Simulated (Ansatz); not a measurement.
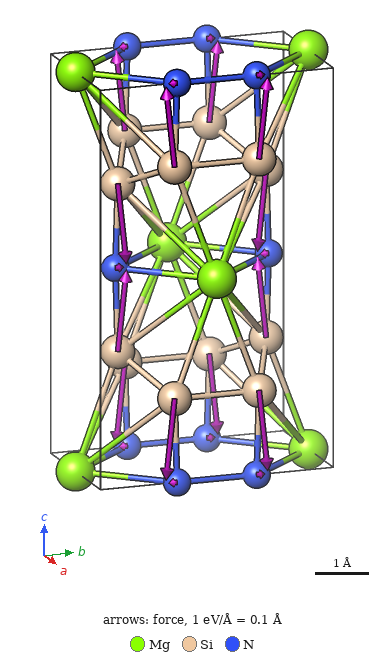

Starting geometry of crystalline MgSi₄N₂ (a generated structure, set up in Immm) (coarse preliminary run) with the computed forces as purple arrows. The picture is a ball-and-stick view of the conventional cell (2 times the calculation's cell), seen slightly off an axis. Lengths and directions refer to the drawn axes.

Level of theory: Ansatz 0.2.0, DFT PBE, scalar-relativistic, plane waves, PAW. Set-up: plane-wave cutoff 420 eV; k-point mesh 8 × 8 × 8; occupations gaussian; smearing width 0.1 eV; no spin polarisation; cell and atoms relaxed; force threshold 0.04 eV/Å; at most 70 steps.

What follows when this structure is relaxed?

It isn't relaxed: the largest force vector, on Si atoms, is 16.38 eV/Å. The final displacements follow the starting forces only in part (cosine between the two patterns 0.53). The energy falls by 6008 meV per atom in 14 accepted moves (16 points after the start). Largest force component: 16 eV/Å at the start, 0.007 eV/Å at the end. The pressure goes from 330.52 to 0.10 GPa. At 2 points the geometry stayed and the basis and grid were re-selected for the new cell (energy shift of 191 meV per atom at most each time). The largest moves relative to the cell, 0.77 Å, are those of N atoms. Largest moves by element: N 0.77 Å, Si 0.29 Å. Mg stays in place. Cell: a 2.794 → 3.557 Å (+27.3 %), b 4.734 → 6.592 Å (+39.3 %), c 7.922 → 8.994 Å (+13.5 %). Volume +101.3 %. Near-neighbour distances that change, for instance: N–N 1.619 → 3.804 Å, Si–Si 3.017 → 4.183 Å, Si–Si 2.820 → 3.963 Å, N–Si 2.357 → 3.495 Å. Among the angles between lasting bonds that change: Si–N–Si 176.6° → 132.9°, Si–Si–N 88.3° → 113.5°, Mg–Si–N 157.8° → 179.1°. The space group stays Immm (No. 71). Cost: 3.4 min on 1 thread of Arm Neoverse V1 (shared host), peak memory 0.5 GiB.
